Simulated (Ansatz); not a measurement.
# S: what the fields show

The calculation's input:

```
crystal:
  lattice:
    - [4.2076658953, 0.0, 0.0]
    - [-2.1038329477, 3.643945556, 0.0]
    - [0.0, 0.0, 4.4344958991]
  atoms:
    - { symbol: S, position: [0.2025690894, 0.0, 0.3333333333] }
    - { symbol: S, position: [0.0, 0.2025690894, 0.6666666667] }
    - { symbol: S, position: [0.7974309106, 0.7974309106, 0.0] }
basis:
  ecutwfc: 420
kpoints:
  mp_grid: { grid: [6, 6, 6] }
hamiltonian:
  xc: pbe
  dispersion: d3bj
scf:
  occupations: { method: gaussian, width: 0.02 }
output:
  forces: true
  stress: true
  eigenvalues: true
  write_density: true
  write_potential: true
  elf: true
  volumetric_format: npy
relax:
  adjacent_minimum: "off"
  f_tol: 0.01
  max_steps: 60
  cell: { stress_tol: 0.1 }
```

Run with:

```sh
ansatz run input.yaml --threads 1 --pin off --max-ram 2560MiB --backend cpu --events-out ev --progress --plain --runs-dir out
```

Below, planes, directions and counts refer to the conventional cell (a = 4.32 Å, b = 4.32 Å, c = 4.43 Å, α = 90.00°, β = 90.00°, γ = 120.00°).

The fields are those of the relaxed geometry.

Space group P3₁21.

All numbers below come from Ansatz 0.2.0, DFT PBE+D3(BJ), scalar-relativistic, plane waves, PAW.

In a PAW calculation such maps are meaningful between the atoms, not at the nuclei.

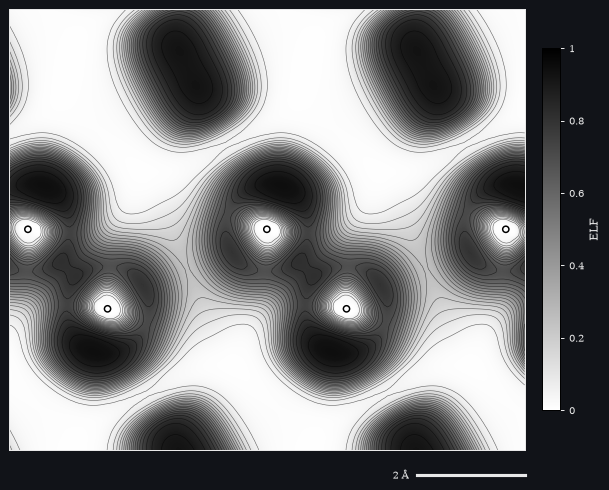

Figure 1. ELF on the (110) plane of the conventional cell. Circles mark the nuclei in the plane (S).

Q: Interpret the plot.

A: The plane passes through S nuclei. Atoms just off the plane (S, 0.9 Å away) can leave unmarked features too. S–S (2.08 Å): the ELF peaks at about 0.80 between the atoms, as expected for a covalent bond. The ELF also peaks beside S, away from the bonds: lone-pair regions.

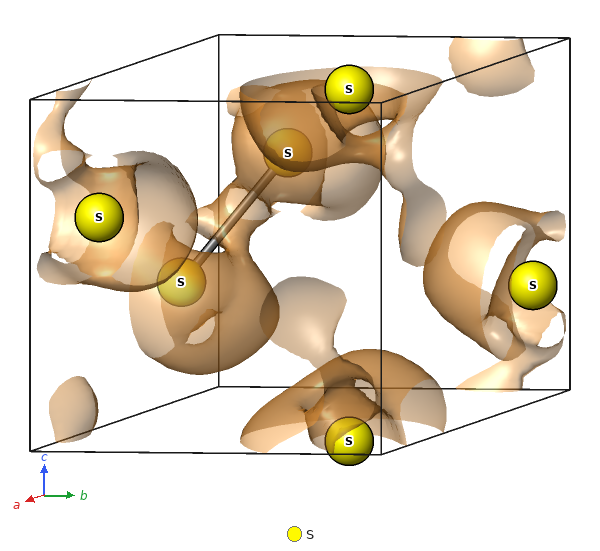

Figure 2. Isosurface of the ELF at 0.75 (orange), seen at an oblique angle. Core shells and regions of very low density are left out. Sticks mark near contacts.

Q: Where are the electrons localised?

A: The ELF exceeds this value in channels that run through the cell in one direction, counted in one cell of 3 atoms. Regions shared between cells count once. There are no localised bonds or lone pairs at this value.

Q: Metal or insulator at this level of theory?

A: It is gapped, with a Kohn–Sham gap of 1.8 eV on the k-point mesh (the band edges may lie off the mesh, which would make the gap smaller).
